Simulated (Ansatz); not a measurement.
## Electronic structure of W₁₄S₂₇ (cell charge +1, with a compensating background) (cell with a defect) in real space

```
W S
1.0
    -1.57707   -8.19470    0.00000
     7.88535    2.73157    0.00000
     0.00000    0.00000   12.14503
W S
14 27
Direct
  0.47619 0.09524 0.74937
  0.61908 0.52377 0.74948
  0.19052 0.23811 0.74944
  0.76184 0.95235 0.74948
  0.33332 0.66670 0.74944
  0.90473 0.38091 0.74944
  0.04765 0.80959 0.74948
  0.66087 0.32577 0.25269
  0.80952 0.76190 0.24679
  0.38209 0.47471 0.24963
  0.94976 0.18934 0.24963
  0.52204 0.91056 0.25269
  0.09672 0.62167 0.24963
  0.24566 0.04939 0.25269
  0.61621 0.51369 0.12077
  0.19442 0.23538 0.12174
  0.75462 0.95522 0.12077
  0.33605 0.67333 0.12174
  0.89810 0.37701 0.12174
  0.05774 0.81681 0.12077
  0.66666 0.33331 0.62013
  0.80952 0.76190 0.62022
  0.38104 0.47626 0.62021
  0.95237 0.19039 0.62021
  0.52379 0.90477 0.62013
  0.09517 0.61906 0.62021
  0.23812 0.04764 0.62013
  0.47619 0.09524 0.38412
  0.62221 0.52416 0.37855
  0.18966 0.23574 0.37946
  0.75909 0.94921 0.37855
  0.33568 0.66820 0.37946
  0.90323 0.38177 0.37946
  0.04726 0.81234 0.37855
  0.66666 0.33323 0.87887
  0.80952 0.76190 0.87914
  0.38100 0.47620 0.87911
  0.95234 0.19043 0.87911
  0.52372 0.90477 0.87887
  0.09523 0.61908 0.87911
  0.23820 0.04771 0.87887
```

The program warned that a starting moment wasn't kept; spin-polarised, but the moments vanished.

These are results of Ansatz 0.2.0, DFT PBE+D3(BJ), scalar-relativistic, plane waves, PAW, not measurements.

In a PAW calculation such maps are meaningful between the atoms, not at the nuclei.

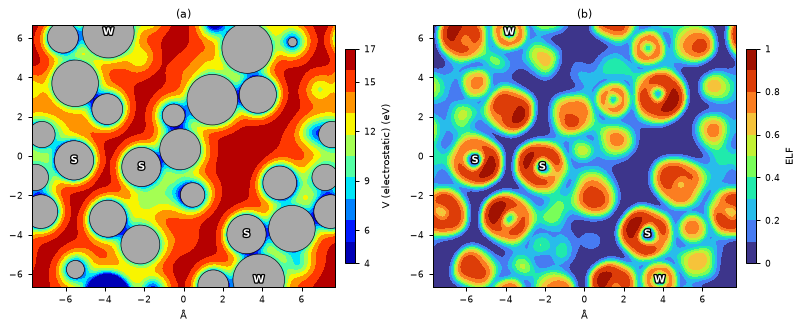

Figure 1. (a) electrostatic potential energy of an electron; (b) electron localisation function on the (111) plane of the calculation cell. Grey discs cover the atomic cores in the potential map.

> Describe what can be read from this map.

Atoms in the plane: W and S.
Atoms just off the plane (W, 0.3 Å away and S, 0.3 Å away) can leave unmarked features too.


The ELF has a maximum of about 0.75 in the space between the atoms, on no atom or two-centre bond.
The features right at W lie inside the PAW spheres, where the map follows smoothed inner orbitals and isn't to be read closely.
Outside the cores the potential energy rises away from the atoms and is highest about 2.4 Å from the nearest atoms; its zero is arbitrary.

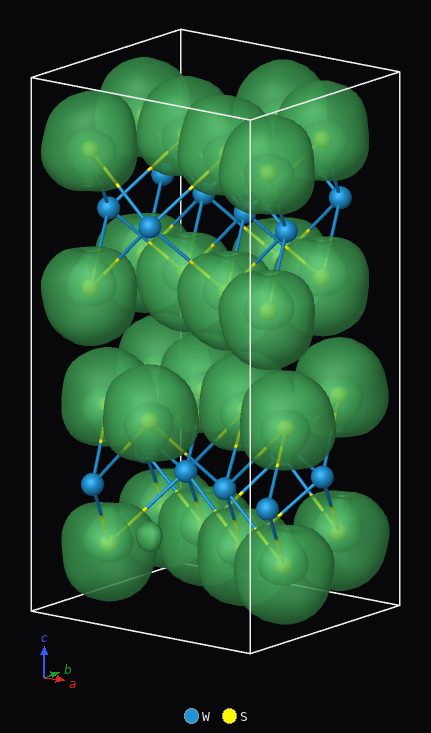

Figure 2. Isosurface of the ELF at 0.7 (green), seen slightly off an axis. Core shells and regions of very low density are left out. Sticks mark near contacts.

> What do the ELF domains correspond to?

The surface consists of 27 regions wrapped around S (the valence shell of each) and one pocket between the atoms, centred on no nucleus (multi-centre or interstitial), counted in one cell of 41 atoms. Any copies at cell faces, edges or corners count once. Profiles from the grid: W–S (2.38 Å): the ELF peaks at about 0.85 in the valence shell of S, 0.8 Å from its nucleus, and is about 0.45 at the midpoint. W–S (2.42 Å): the ELF peaks at about 0.85 in the valence shell of S, 0.8 Å from its nucleus, and is about 0.50 at the midpoint.

> Does the calculation make it a metal, or give it a gap?

It is metallic or semimetallic at this level of theory: no gap opens.
